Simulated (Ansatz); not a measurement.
# Al8N7 (cell with a defect): what the fields show

Input file:

```
crystal:
  lattice:
    - [0.0, 4.4031742015, -4.4031742015]
    - [4.4031742015, 4.4031742015, 0.0]
    - [4.4031742015, 0.0, -4.4031742015]
  atoms:
    - { symbol: Al, position: [0.0012731717, 0.0012731717, 0.496180485], spin: 0.75 }
    - { symbol: Al, position: [-0.0016699096, 0.5005566365, 0.5005566365] }
    - { symbol: Al, position: [0.5005566365, -0.0016699096, 0.5005566365] }
    - { symbol: Al, position: [0.5005566365, 0.5005566365, 0.5005566365] }
    - { symbol: Al, position: [0.0012731717, 0.0012731717, 1.0012731717], spin: 0.75 }
    - { symbol: Al, position: [0.0012731717, 0.496180485, 1.0012731717], spin: 0.75 }
    - { symbol: Al, position: [0.496180485, 0.0012731717, 1.0012731717], spin: 0.75 }
    - { symbol: Al, position: [0.5005566365, 0.5005566365, 0.9983300904] }
    - { symbol: "N", position: [0.1256915822, 0.6243084178, 0.1256915822] }
    - { symbol: "N", position: [0.6243084178, 0.1256915822, 0.1256915822] }
    - { symbol: "N", position: [0.6243084178, 0.6243084178, 0.1256915822] }
    - { symbol: "N", position: [0.1256915822, 0.1256915822, 0.6243084178] }
    - { symbol: "N", position: [0.1256915822, 0.6243084178, 0.6243084178] }
    - { symbol: "N", position: [0.6243084178, 0.1256915822, 0.6243084178] }
    - { symbol: "N", position: [0.625, 0.625, 0.625] }
  host:
    lattice:
      - [0.0, 2.2015871008, 2.2015871008]
      - [2.2015871008, 0.0, 2.2015871008]
      - [2.2015871008, 2.2015871008, 0.0]
    atoms:
      - { symbol: Al, position: [0.0, 0.0, 0.0] }
      - { symbol: "N", position: [0.75, 0.75, 0.75] }
basis:
  ecutwfc: 420
  xc_grid: 2
kpoints:
  mp_grid: { grid: [2, 2, 2], shift: [0.0, 0.0, 0.0] }
hamiltonian:
  xc: pbe
scf:
  occupations: { method: gaussian, width: 0.01 }
output:
  forces: true
  stress: false
  eigenvalues: true
  populations: true
  charged_corrections:
    defect_position: [0.125, 0.125, 0.125]
    epsilon: [[8.6591, 0.0, 0.0], [0.0, 8.6591, 0.0], [0.0, 0.0, 8.6591]]
  write_density: true
  write_potential: true
  elf: true
  volumetric_format: npy
magnetization:
  spin_polarized: true
relax:
  adjacent_minimum: "off"
  f_tol: 0.025
  max_steps: 45
```

Command:

```sh
ansatz run input.yaml --threads 4 --pin off --max-ram 8192MiB --backend cpu --events-out ev --progress --plain --runs-dir out
```

The fields are those of the relaxed geometry.

The program warned that a starting moment wasn't kept; spin-polarised.

All numbers below come from Ansatz, DFT PBE, scalar-relativistic, plane waves, PAW.

Core electrons are frozen (PAW), and the valence fields are smoothed inside the atomic spheres.

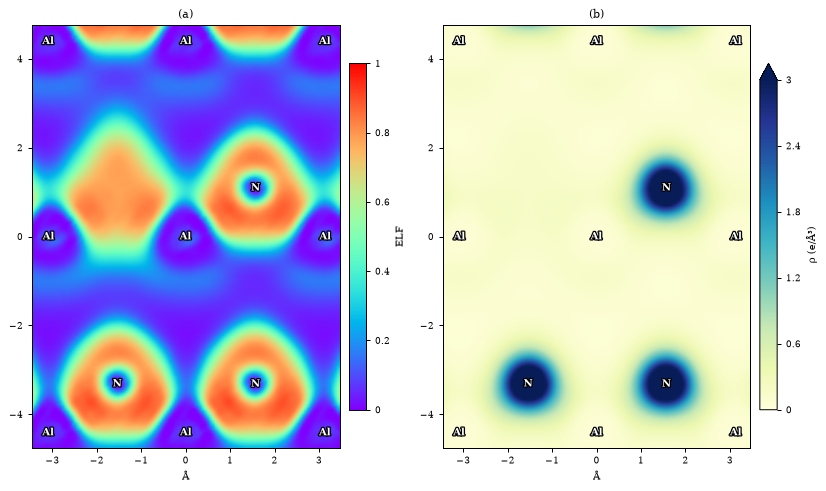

Figure 1. (a) electron localisation function; (b) valence pseudo-density on the (11̄0) plane of the calculation cell.

### What do the fields say about this system?

Atoms in the plane: Al and N. Al–N (1.90 Å): ρ at the midpoint is about 0.68 e/Å³; the ELF peaks at about 0.90 between the atoms. Between the atoms the lowest density in this plane is 0.05 e/Å³. The ELF also peaks beside Al, away from the bonds: lone-pair regions.

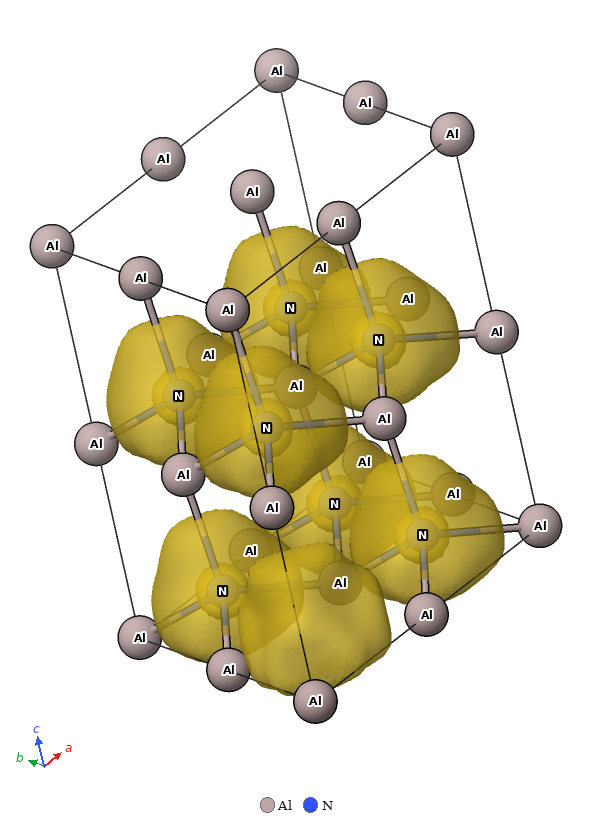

Figure 2. Isosurface of the ELF at 0.65 (yellow), seen slightly off an axis. Core shells and regions of very low density are left out. Sticks mark near contacts.

### What do the ELF domains correspond to?

The ELF exceeds this value in seven regions on N in which the atom's valence shell and bonds are merged and one pocket between the atoms, centred on no nucleus (multi-centre or interstitial), counted in one cell of 15 atoms. Any copies at cell faces, edges or corners count once.

### Does the calculation make it a metal, or give it a gap?

It is metallic or semimetallic at this level of theory: no gap opens.
